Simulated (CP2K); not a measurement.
## A series of single points on InP

System: InP (2 atoms in the cell).
Method: Kohn-Sham DFT of a periodic cell, LDA, GTH-PADE with UZH-TZVP basis, no spin polarisation (CP2K 2026.2).

The 6 runs differ only in the geometry, by an even scaling of the cell at fixed fractional positions. The structure derives from an entry of the Crystallography Open Database.

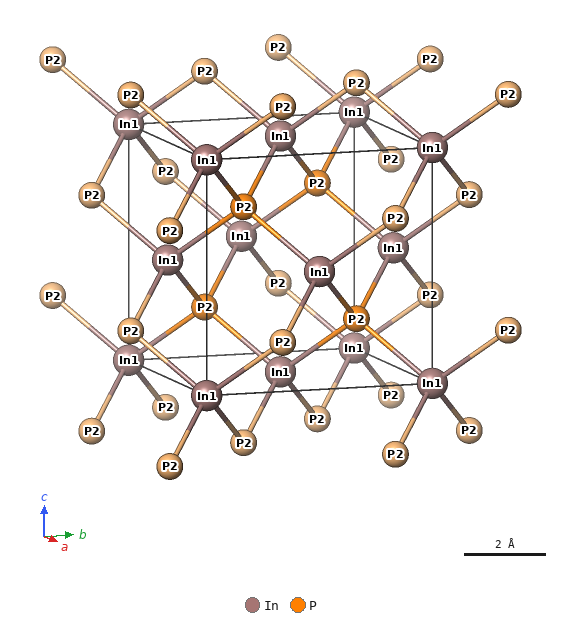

Figure 1. The structure of run 4 (ball-and-stick view of the cell 4 times as large as that of the calculation, set on its symmetry axes, seen slightly off an axis; neighbours outside the cell are drawn fainter; atoms are numbered from 1 in the order of the input).

**Input of run 4**
```
&GLOBAL
  PROJECT inp_eos
  RUN_TYPE ENERGY_FORCE
  PRINT_LEVEL LOW
&END GLOBAL
&FORCE_EVAL
  METHOD QS
  STRESS_TENSOR ANALYTICAL
  &DFT
    BASIS_SET_FILE_NAME BASIS_MOLOPT_UZH
    POTENTIAL_FILE_NAME GTH_POTENTIALS
    WFN_RESTART_FILE_NAME previous-RESTART.kp
    &MGRID
      CUTOFF 450
      REL_CUTOFF 60
      NGRIDS 5
    &END MGRID
    &QS
      METHOD GPW
      EPS_DEFAULT 1.0E-10
    &END QS
    &KPOINTS
      SCHEME MONKHORST-PACK 8 8 8
      GAMMA_CENTERED T
      SYMMETRY T
      SYMMETRY_BACKEND SPGLIB
    &END KPOINTS
    &SCF
      SCF_GUESS RESTART
      EPS_SCF 1.0E-6
      MAX_SCF 100
      ADDED_MOS 10
      CHOLESKY OFF
      EPS_EIGVAL 1.0E-7
      &DIAGONALIZATION ON
        ALGORITHM STANDARD
      &END DIAGONALIZATION
      &MIXING ON
        METHOD BROYDEN_MIXING
        ALPHA 0.4
        BETA 1.5
        NBUFFER 8
      &END MIXING
      &SMEAR ON
        METHOD FERMI_DIRAC
        ELECTRONIC_TEMPERATURE [K] 580.226
      &END SMEAR
    &END SCF
    &XC
      &XC_FUNCTIONAL
        &LDA_X
        &END LDA_X
        &LDA_C_PW
        &END LDA_C_PW
      &END XC_FUNCTIONAL
    &END XC
    &PRINT
      &KPOINTS ON
      &END KPOINTS
      &MULLIKEN ON
      &END MULLIKEN
      &MO ON
        ENERGIES T
        OCCUPATION_NUMBERS T
        &EACH
          QS_SCF 0
        &END EACH
        ADD_LAST NUMERIC
      &END MO
    &END PRINT
  &END DFT
  &SUBSYS
    &CELL
      A 4.1717996897 0.0000000000 0.0000000000
      B 2.0858998449 3.6128845108 0.0000000000
      C 2.0858998449 1.2042948369 3.4062601830
      PERIODIC XYZ
    &END CELL
    &COORD
      SCALED
      In  0.0000000000 0.0000000000 0.0000000000
      P   0.7500000000 0.7500000000 0.7500000000
    &END COORD
    &KIND In
      BASIS_SET TZVP-MOLOPT-PBE-GTH-q13
      POTENTIAL GTH-PADE-q13
    &END KIND
    &KIND P
      BASIS_SET TZVP-MOLOPT-PBE-GTH-q5
      POTENTIAL GTH-PADE-q5
    &END KIND
    &PRINT
      &ATOMIC_COORDINATES ON
      &END ATOMIC_COORDINATES
      &CELL ON
      &END CELL
    &END PRINT
  &END SUBSYS
  &PRINT
    &FORCES ON
    &END FORCES
    &STRESS_TENSOR ON
    &END STRESS_TENSOR
  &END PRINT
&END FORCE_EVAL
```

Command:
```bash
OMP_NUM_THREADS=2 cp2k.psmp -i inp_eos.inp -o inp_eos.out
```

Lattice vectors (Å) and fractional positions of run 4:
```
   4.171800    0.000000    0.000000
   2.085900    3.612885    0.000000
   2.085900    1.204295    3.406260
In  0.000000  0.000000  0.000000
P   0.750000  0.750000  0.750000
```

Run 2 differs from it as follows:
```diff
-      A 4.1717996897 0.0000000000 0.0000000000
-      B 2.0858998449 3.6128845108 0.0000000000
-      C 2.0858998449 1.2042948369 3.4062601830
+      A 4.0883412102 0.0000000000 0.0000000000
+      B 2.0441706051 3.5406073474 0.0000000000
+      C 2.0441706051 1.1802024491 3.3381166198
```

**Results, with one run withheld**

| run | volume per atom (Å³) | free energy per atom, from the lowest run given (meV) | pressure (GPa) | gap on the mesh (eV) |
| --- | --- | --- | --- | --- |
| 1 | 23.657 | 13.92 | 3.97 | 0.80 |
| 2 | 24.160 | ? | ? | ? |
| 3 | 24.663 | 0.00 | 0.59 | 0.57 |
| 4 | 25.670 | 5.06 | −2.10 | 0.35 |
| 5 | 26.173 | 13.45 | −3.22 | 0.25 |
| 6 | 26.677 | 25.17 | −4.22 | 0.14 |

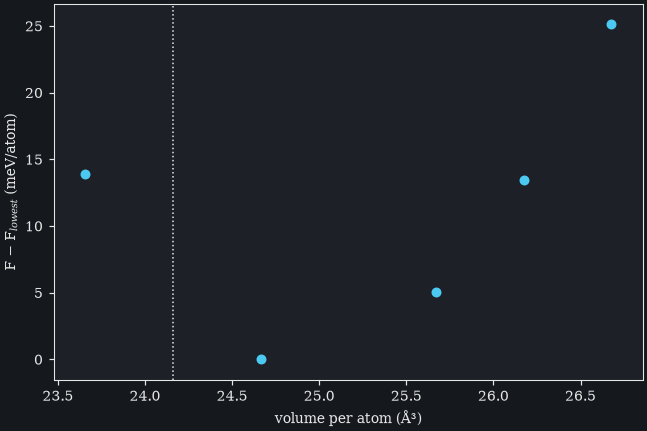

Figure 2. Free energy per atom of the runs given; the dotted line marks run 2.

Fit the runs given and predict run 2.

A cubic polynomial in V^(−2/3) (the Birch–Murnaghan form), fitted to the 5 runs given, misses them by at most 0.01 meV per atom. With x = V^(−2/3) − 0.11595 Å⁻², it reads F = 1.4755 − 2562.4 x + 8.858e+05 x² + 3.0363e+06 x³ (meV per atom). At run 2 it gives 4.30 meV per atom, and the run itself gives 4.31. The slope of the fit gives a pressure −dF/dV of 2.18 GPa there, and the run prints 2.18 GPa. The fit has its minimum at 24.864 Å³ per atom, where V d²F/dV² gives 70.9 GPa: the bulk modulus at this level, since symmetry fixes the shape and the positions. The gap on the mesh goes, without turning, from 0.80 eV in run 1 to 0.14 eV in run 6; run 2 has 0.68 eV. These are gaps of this functional on this mesh, which can miss the band edges; they aren't the measured gap.

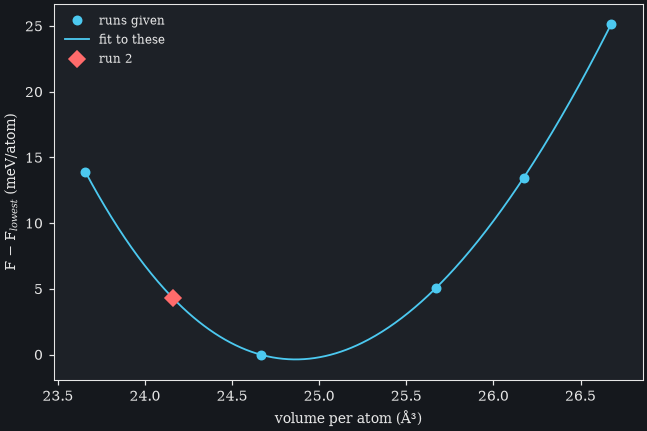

Figure 3. The fit and the withheld run.

**Some lines of the output (run 2)**
```
[...]
  Step     Update method      Time    Convergence         Total energy    Change
  Fermi energy:                                                 0.19690706475077
  Total energy:                                               -63.01627480823890
  Total energy (extrapolated to T->0):                        -63.01627469519533
 MO| E(Fermi):            0.196907 a.u.          5.358114 eV
 MO| Band gap:            0.155336 a.u.          4.226905 eV
 MO| Band gap:            0.146230 a.u.          3.979127 eV
 MO| Band gap:            0.157112 a.u.          4.275245 eV
 MO| Band gap:            0.159163 a.u.          4.331044 eV
 MO| Band gap:            0.157341 a.u.          4.281474 eV
 MO| Band gap:            0.185776 a.u.          5.055212 eV
 MO| Band gap:            0.204618 a.u.          5.567945 eV
 MO| Band gap:            0.204993 a.u.          5.578147 eV
 MO| Band gap:            0.176163 a.u.          4.793630 eV
```
